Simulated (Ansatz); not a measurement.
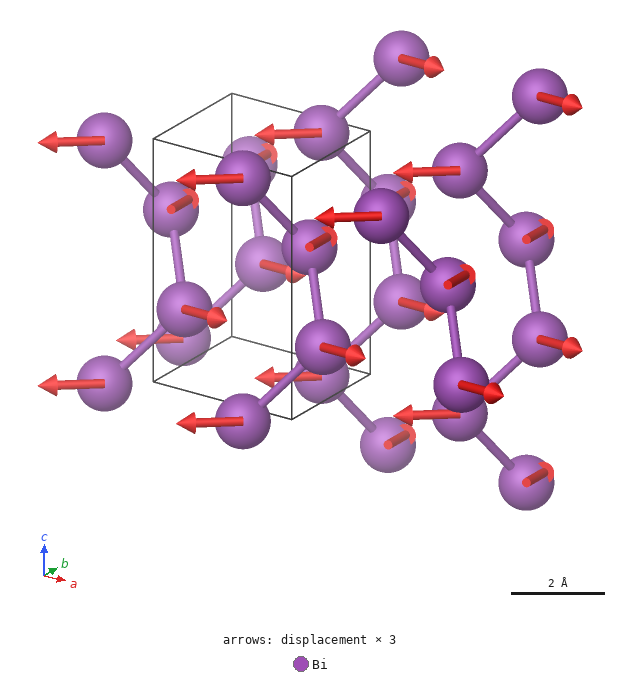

A relaxation of solid Bi (built on the trigonal selenium_152 type) (coarse preliminary run). The starting structure is drawn; red arrows show the displacements (the part carried along by the change of the cell is left out), 3 times their true length.

The picture is a ball-and-stick view of the cell of the calculation, repeated 2 × 1 × 1 with one cell outlined, seen slightly off an axis.

Case: trigonal selenium type (P3_121, No. 152).

Level of theory: DFT PBEsol, scalar-relativistic, plane waves, PAW in Ansatz.

Input
```yaml
crystal:
  lattice:
    - [4.7461921201, 0.0, 0.0]
    - [-2.3730960601, 4.1103229473, 0.0]
    - [0.0, 0.0, 5.3847138384]
  atoms:
    - { symbol: Bi, position: [0.2254, 0.0, 0.3333333333] }
    - { symbol: Bi, position: [0.0, 0.2254, 0.6666666667] }
    - { symbol: Bi, position: [0.7746, 0.7746, 0.0] }
basis:
  ecutwfc: 420
kpoints:
  mp_grid: { grid: [6, 6, 4] }
hamiltonian:
  xc: pbesol
scf:
  occupations: { method: gaussian, width: 0.1 }
  lower_state_search: "off"
output:
  forces: true
  stress: true
  eigenvalues: true
relax:
  adjacent_minimum: "off"
  f_tol: 0.04
  max_steps: 70
  cell: { stress_tol: 0.4 }
```

> What did the optimiser do to the structure, and how much energy did it gain?

The energy falls by 3.261 eV per cell of the calculation in 5 accepted moves (6 points after the start). The largest force component goes from 5.5 to 0.012 eV/Å. The pressure goes from 15.26 to −0.01 GPa. The SCF was repeated once at an unchanged geometry on a basis and grid sized afresh for the cell, which shifted the energy by 0.7 meV per cell of the calculation at most. The largest moves relative to the cell, 0.49 Å, are those of Bi1, Bi2 and Bi3. Bi3 goes along [−1 −1 0]. The volume changes by −4.5 %, with a = b 4.746 → 4.522 Å (−4.7 %), c 5.385 → 5.669 Å (+5.3 %). Among the contacts that change: Bi1–Bi2 2.580 → 3.226 Å, Bi1–Bi2 (another image) 3.735 → 3.221 Å. Among the angles between lasting bonds that change: Bi2–Bi1–Bi3 103.1° → 90.8°. The space group (tolerance 0.01 Å) goes from P3_121 (No. 152) to R-3m (No. 166). The run took about 27 core-seconds on a shared host.
